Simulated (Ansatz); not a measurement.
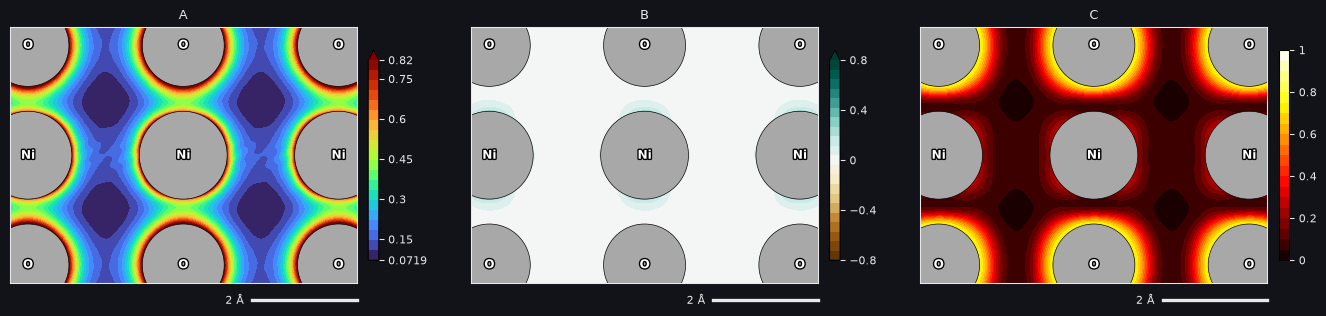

NiO: 3 fields on the (11̄0) plane of the calculation cell, with unlabelled colour scales. Grey discs cover the atomic cores.

Space group Fm-3m; spin-polarised.

Level of theory: Ansatz 0.2.0, DFT, HSE06, PAW, plane waves, scalar-relativistic.

The panels show electron localisation function, spin density and valence pseudo-density in some order. Assign them.

Answer. Panel A: valence pseudo-density. Panel B: spin density (confined to the magnetic sites and close to zero elsewhere). Panel C: electron localisation function. From the grid: Ni–O (2.10 Å): ρ is about 0.43 e/Å³ halfway; the ELF peaks at about 0.80 in the valence shell of O, 0.6 Å from its nucleus, and is about 0.15 at the midpoint (no localised pair shows between them).
